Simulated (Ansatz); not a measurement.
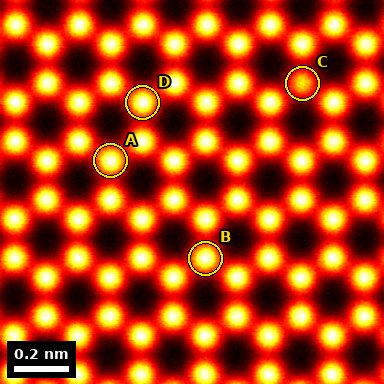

Dark-field STEM-like image of C (Fmmm, No. 69) along [101]. Simulated incoherent Z contrast: every atom adds Z^1.7 spread by a probe of 0.83 Å full width; channelling and multiple scattering are left out. The display is stretched by a gamma of 0.8; percentages refer to the linear signal. Shot noise and a slight drift were added.

The sample is 3 repeats (11.3 Å) thick. One point defect was put into the perfect crystal, without relaxing the atoms around it. Brightness is counted from the darkest point of the image. Host structure: coordinates from a relaxation with Ansatz, DFT r2SCAN, scalar-relativistic, plane waves, PAW; the starting structure was generated, so it need not be a known form of this composition.

Question: Which ringed column holds the defect, and does it scatter more or less than its equals?

Answer: C; it scatters less. The column holds 3 atoms (C) through the sample, and one C atom is missing, so its peak drops to about 65 % of that of its equals.
